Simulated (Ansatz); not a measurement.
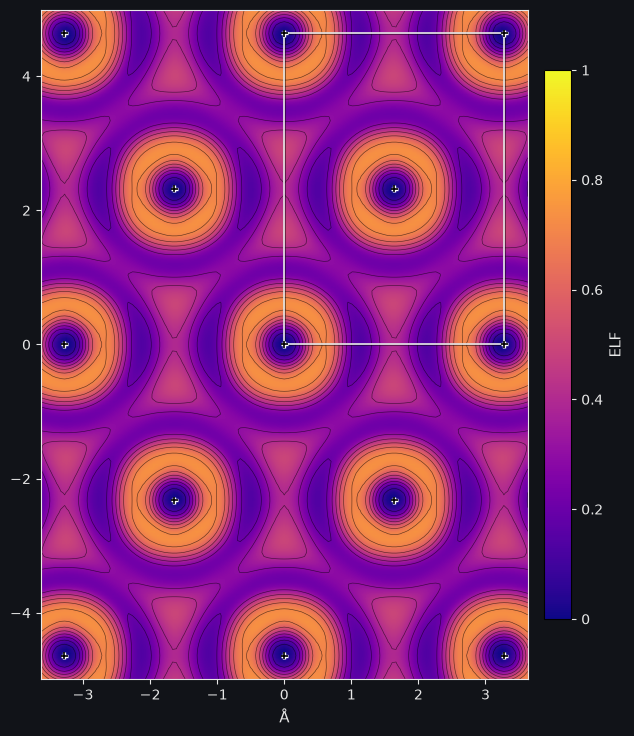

The ELF on a plane through atoms (crosses mark nuclei in the plane).

Level of theory: DFT PBEsol, scalar-relativistic, plane waves, PAW (Ansatz 0.2.0).

Candidates:
A. SiGe, a = 3.90 Å, b = 3.90 Å, c = 6.51 Å, α = 90.00°, β = 90.00°, γ = 120.00°. Space group P6₃mc; a structure from a database of computed crystals, not necessarily the ambient phase; changed on purpose from its base cell (uniaxial strain along c, a, b and atoms relaxed: +1.0 %).
B. Ta, a = 3.28 Å, b = 3.28 Å, c = 3.28 Å, α = 90.00°, β = 90.00°, γ = 90.00°. Space group Im-3m; a structure from a database of computed crystals, not necessarily the ambient phase; computed without spin polarisation.

Question: Which candidate gave the map?

Answer: Candidate B: Ta on the (110) plane of the conventional cell, which holds Ta. Ta–Ta (2.84 Å): the ELF is about 0.30 at the midpoint; no localised pair shows between them.
